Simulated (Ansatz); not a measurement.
**MgS: density, localisation and related maps**

```cif
data_structure
_symmetry_space_group_name_H-M 'P 1'
_symmetry_Int_Tables_number 1
_cell_length_a 6.9677
_cell_length_b 6.9677
_cell_length_c 3.6931
_cell_angle_alpha 90.000
_cell_angle_beta 90.000
_cell_angle_gamma 90.000
_cell_volume 179.29
loop_
_atom_site_label
_atom_site_type_symbol
_atom_site_fract_x
_atom_site_fract_y
_atom_site_fract_z
_atom_site_occupancy
Mg1 Mg 0.66409 0.66409 0.50000 1
Mg2 Mg 0.16409 0.83591 0.25000 1
Mg3 Mg 0.33591 0.33591 0.00000 1
Mg4 Mg 0.83591 0.16409 0.75000 1
S1 S 0.83169 0.83169 0.00000 1
S2 S 0.33169 0.66831 0.75000 1
S3 S 0.16831 0.16831 0.50000 1
S4 S 0.66831 0.33169 0.25000 1
```

Space group P4₁2₁2; a structure generated by program, which may or may not match a known phase.

These are results of Ansatz 0.2.0, DFT PBEsol, scalar-relativistic, plane waves, PAW, not measurements.

In a PAW calculation such maps are meaningful between the atoms, not at the nuclei.

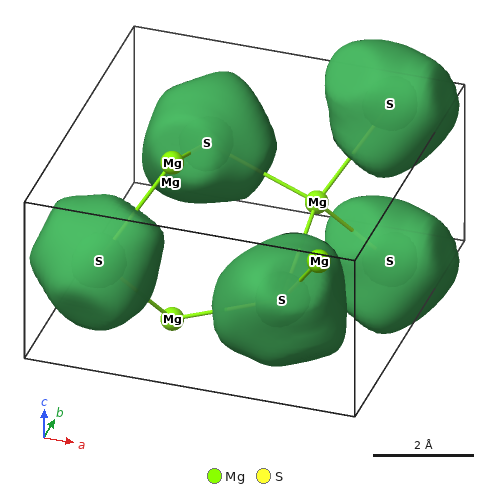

Figure 1. Isosurface of the ELF at 0.7 (green), seen at an oblique angle. Only the valence region is drawn (cores and ρ < 0.01 e/Å³ removed). Sticks mark near contacts.

### Describe the localisation domains.

At this value the surface marks out four regions wrapped around S (the valence shell of each), counted in one cell of 8 atoms. Any copies at cell faces, edges or corners count once. Along the contacts the grid gives the following. Mg–S (2.48 Å): the ELF peaks at about 0.90 in the valence shell of S, 0.9 Å from its nucleus, and falls to about 0.05 next to Mg (a largely ionic contact).

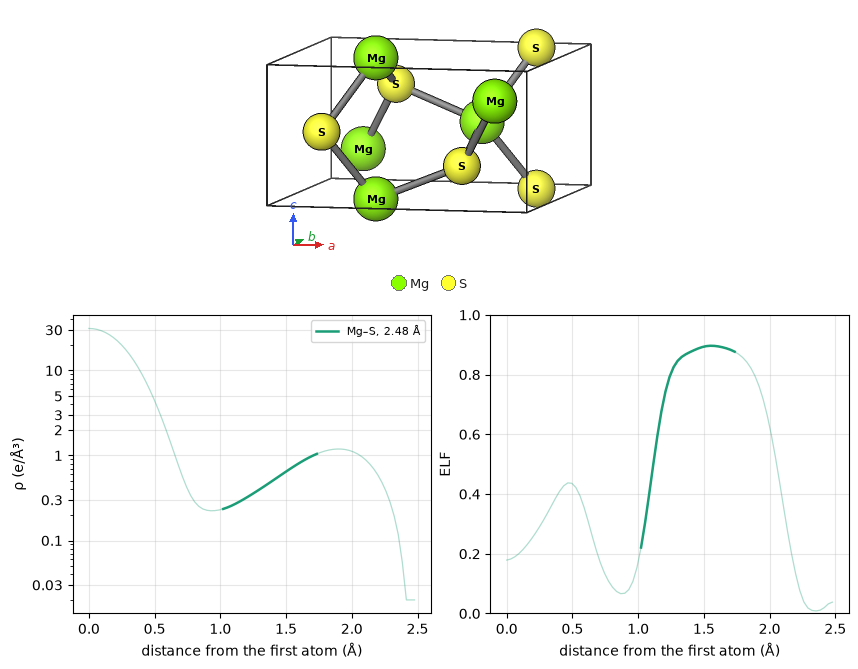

Figure 2. Valence pseudo-density and electron localisation function along straight lines between neighbouring atoms. Thin, pale parts lie inside the atomic spheres. The structure is drawn too.

### What can be read from the curves?

Mg–S (2.48 Å): the density is about 0.35 e/Å³ at the midpoint; the ELF peaks at about 0.90 in the valence shell of S, 0.9 Å from its nucleus, and falls to about 0.05 next to Mg: an ionic contact with no shared pair.

### How much charge does the calculation move between the atoms?

Electrons move from Mg towards S. Bader charges: Mg +1.64 and S −1.64 e.

### Metal or insulator at this level of theory?

It is gapped, with a Kohn–Sham gap of 2.7 eV on the k-point mesh, an upper bound to the gap of this method.
